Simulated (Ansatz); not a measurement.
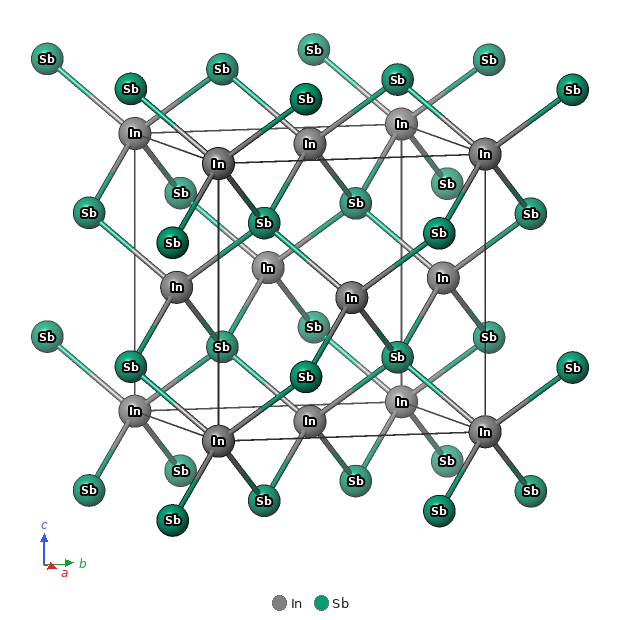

System InSb (space group F-43m, No. 216); source of the atomic positions: the geometry relaxed with DFT r2SCAN, scalar-relativistic, plane waves, PAW (Ansatz 0.2.0).

Bonds are taken as In–Sb below 3.2 Å. Atoms with one bond or none are removed and atoms with two bonds are replaced by edges, until no such atom is left.

Q: What kind of net remains, and which atoms are its nodes?

A: A uninodal 4-connected, three-periodic net: In and Sb are 4-connected nodes.

Q: Name the underlying net.

A: It is the dia net, known from diamond, zinc blende and cristobalite.

Q: Is the net interpenetrated?

A: It is a single net, without interpenetration.

Q: Give the point symbol of each node (shortest cycle at each angle).

A: In and Sb: 6^6.

Q: Give the first six terms of the coordination sequence (nodes one, two, three … edges away).

A: In and Sb: 4, 12, 24, 42, 64, 92.
